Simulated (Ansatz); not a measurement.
Input

```
crystal:
  lattice:
    - [5.4019422754, 0.0, 0.0]
    - [0.0, 7.639500029, 0.0]
    - [0.0, 0.0, 16.6169595254]
  atoms:
    - { symbol: Si, position: [-0.25, 1.0, 0.0300897405] }
    - { symbol: Si, position: [-0.25, 0.5, 0.0300897405] }
    - { symbol: Si, position: [0.0, 0.25, 0.0300897405] }
    - { symbol: Si, position: [0.0, 0.75, 0.0300897405] }
    - { symbol: Si, position: [-0.75, 1.25, 0.1450250272] }
    - { symbol: Si, position: [-0.75, 0.75, 0.1450250272] }
    - { symbol: Si, position: [-0.5, 0.5, 0.1450250272] }
    - { symbol: Si, position: [-0.5, 1.0, 0.1450250272] }
    - { symbol: Si, position: [-1.25, 1.5, 0.2599603139] }
    - { symbol: Si, position: [-1.25, 1.0, 0.2599603139] }
    - { symbol: Si, position: [-1.0, 0.75, 0.2599603139] }
    - { symbol: Si, position: [-1.0, 1.25, 0.2599603139] }
    - { symbol: Si, position: [-1.75, 1.75, 0.3748956006] }
    - { symbol: Si, position: [-1.75, 1.25, 0.3748956006] }
    - { symbol: Si, position: [-1.5, 1.0, 0.3748956006] }
    - { symbol: Si, position: [-1.5, 1.5, 0.3748956006] }
    - { symbol: Si, position: [-2.25, 2.0, 0.4898308873] }
    - { symbol: Si, position: [-2.25, 1.5, 0.4898308873] }
    - { symbol: Si, position: [-2.0, 1.25, 0.4898308873] }
    - { symbol: Si, position: [-2.0, 1.75, 0.4898308873] }
    - { symbol: Si, position: [-2.0, 1.75, 0.627040104] }
    - { symbol: Si, position: [-1.6666666667, 1.4166666667, 0.627040104] }
    - { symbol: Si, position: [-2.3333333333, 1.0833333333, 0.627040104] }
    - { symbol: C, position: [-1.9986267648, 1.5006865543, 0.6270401768] }
    - { symbol: C, position: [-1.6652934315, 1.167353221, 0.6270401768] }
    - { symbol: C, position: [-2.3319600981, 0.8340198876, 0.6270401768] }
    - { symbol: Si, position: [-1.8333336064, 2.0833329683, 0.718662527] }
    - { symbol: Si, position: [-1.500000273, 1.749999635, 0.718662527] }
    - { symbol: Si, position: [-2.1666669397, 1.4166663017, 0.718662527] }
    - { symbol: C, position: [-1.8319603711, 1.8340195227, 0.7186625999] }
    - { symbol: C, position: [-1.4986270378, 1.5006861893, 0.7186625999] }
    - { symbol: C, position: [-2.1652937045, 1.167352856, 0.7186625999] }
    - { symbol: Si, position: [-1.6666672127, 2.4166659367, 0.8102849501] }
    - { symbol: Si, position: [-1.3333338794, 2.0833326033, 0.8102849501] }
    - { symbol: Si, position: [-2.000000546, 1.74999927, 0.8102849501] }
    - { symbol: C, position: [-1.6652939775, 2.167352491, 0.8102850229] }
    - { symbol: C, position: [-1.3319606442, 1.8340191577, 0.8102850229] }
    - { symbol: C, position: [-1.9986273108, 1.5006858243, 0.8102850229] }
    - { symbol: Si, position: [-1.5000008191, 2.749998905, 0.9019073731] }
    - { symbol: Si, position: [-1.1666674857, 2.4166655717, 0.9019073731] }
    - { symbol: Si, position: [-1.8333341524, 2.0833322384, 0.9019073731] }
    - { symbol: C, position: [-1.4986275839, 2.5006854593, 0.901907446] }
    - { symbol: C, position: [-1.1652942505, 2.167352126, 0.901907446] }
    - { symbol: C, position: [-1.8319609172, 1.8340187927, 0.901907446] }
basis:
  ecutwfc: 420
kpoints:
  mp_grid: { grid: [7, 5, 2] }
hamiltonian:
  xc: lda
scf:
  occupations: { method: gaussian, width: 0.05 }
output:
  forces: true
  stress: true
  eigenvalues: true
  populations: true
  write_density: true
  write_potential: true
  elf: true
  volumetric_format: npy
relax:
  adjacent_minimum: "off"
  f_tol: 0.02
  max_steps: 70
  cell: { fix: [a, b, gamma, alpha, beta], stress_tol: 0.15 }
```

Run with:

```sh
ansatz run input.yaml --threads 8 --pin off --max-ram 20480MiB --backend cpu --events-out ev --progress --plain --runs-dir out
```

The fields are those of the relaxed geometry.

Method: Ansatz, DFT LDA, scalar-relativistic, plane waves, PAW.

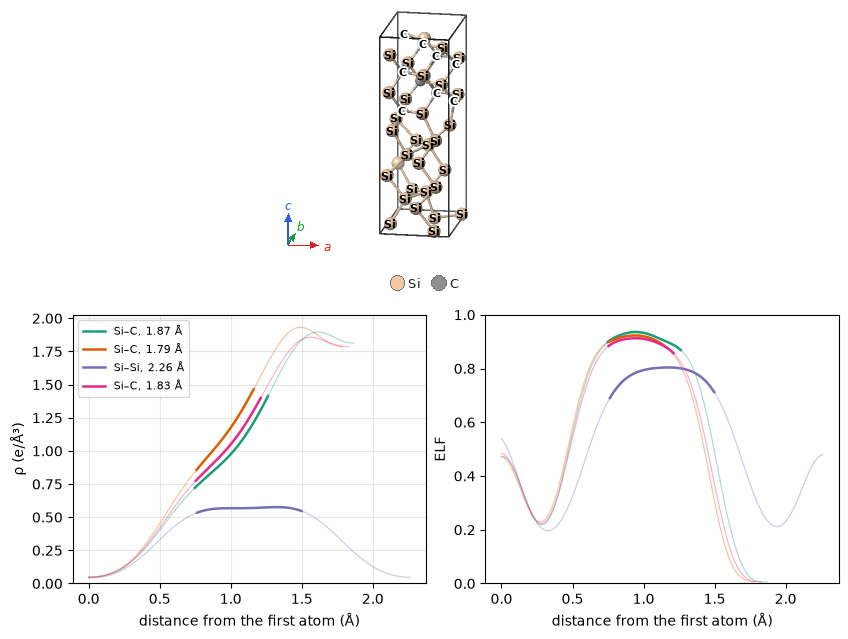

Si8C3 (interface cell). Valence pseudo-density and electron localisation function along straight lines between neighbouring atoms. Thin, pale parts lie inside the atomic spheres. The structure is drawn too.

The density is the valence pseudo-density of a PAW calculation; it isn't the true density close to the nuclei.

### Compare the contacts.

Si–C (1.87 Å): ρ is about 0.9 e/Å³ halfway; the ELF peaks at about 0.95 between the atoms (a shared electron pair).
Si–C (1.79 Å): the density is about 1 e/Å³ at the midpoint; the ELF peaks at about 0.90 between the atoms, as expected for localised, covalent bonding.
Si–Si (2.26 Å): ρ at the midpoint is about 0.57 e/Å³; the ELF peaks at about 0.80 between the atoms.
Si–C (1.83 Å): ρ at the midpoint is about 0.95 e/Å³; the ELF peaks at about 0.90 between the atoms: a covalent bond.
